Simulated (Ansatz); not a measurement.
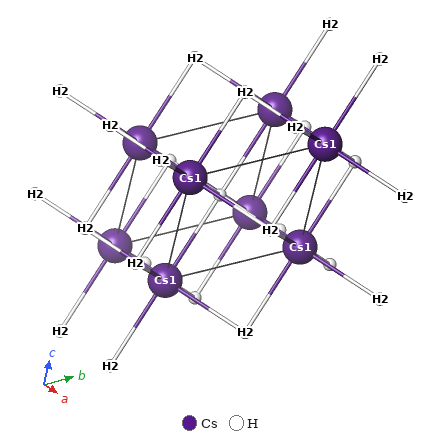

The system is CsH (Fm-3m, No. 225; 2 atoms in the cell); the picture shows the reference structure. 
- The cell is strained homogeneously, by one strain along x and y and another along z, with fractional coordinates fixed (x, y and z along the cube axes).
- The first coordinate is: strain along x and y; the second: strain along z.
- The grid has 5 × 5 points. At 5 points there is no value.
- Energies: meV/atom, counted from the lowest grid point.
- Method: DFT r2SCAN, scalar-relativistic, plane waves, PAW (Ansatz). Settings: cutoff 500 eV, k-mesh 6×6×6, gaussian smearing 0.05 eV, no spin polarisation.

Its coordinates:

```xyz
2
Lattice="0.0000 3.1880 3.1880 3.1880 0.0000 3.1880 3.1880 3.1880 0.0000" Properties=species:S:1:pos:R:3 pbc="T T T"
Cs    0.0000    0.0000    0.0000
H     3.1880    3.1880    3.1880
```

Range: strain along x and y from −8 to 8 %; strain along z from −8 to 8 %.

### Predict the map.

The lowest grid point is at strain along x and y = 0 %, strain along z = 0 %. The highest grid point, strain along x and y = −8 %, strain along z = −8 %, lies 72.1 meV/atom above the lowest. The gap on the k-mesh is 2.7 eV at the lowest point and runs from 2.3 to 2.8 eV over the map.

| strain along z ↓, strain along x and y → | −8 | −4 | 0 | 4 | 8 |
| --- | --- | --- | --- | --- | --- |
| 8 | 53.6 | 19.2 | 11.6 | 22.2 | – |
| 4 | 47.8 | 12.3 | 3.3 | 12.3 | – |
| 0 | 46.7 | 10.3 | 0.0 | 7.4 | – |
| −4 | 53.4 | 16.2 | 4.8 | 10.6 | – |
| −8 | 72.1 | 34.7 | 22.2 | 26.6 | – |

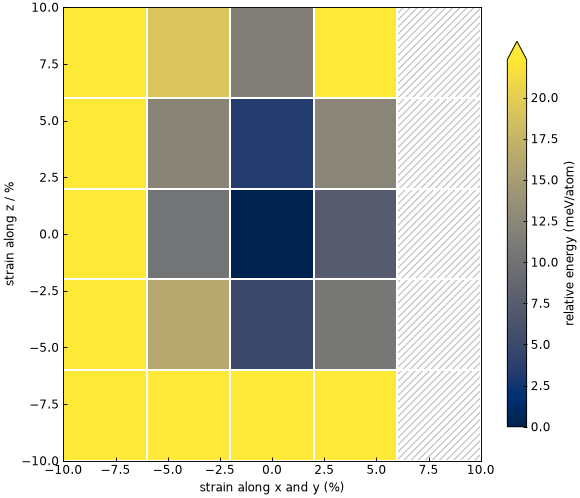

Drawn: one coloured cell a grid point, one colour for all values above the top of the scale, hatched blanks where no value was computed.
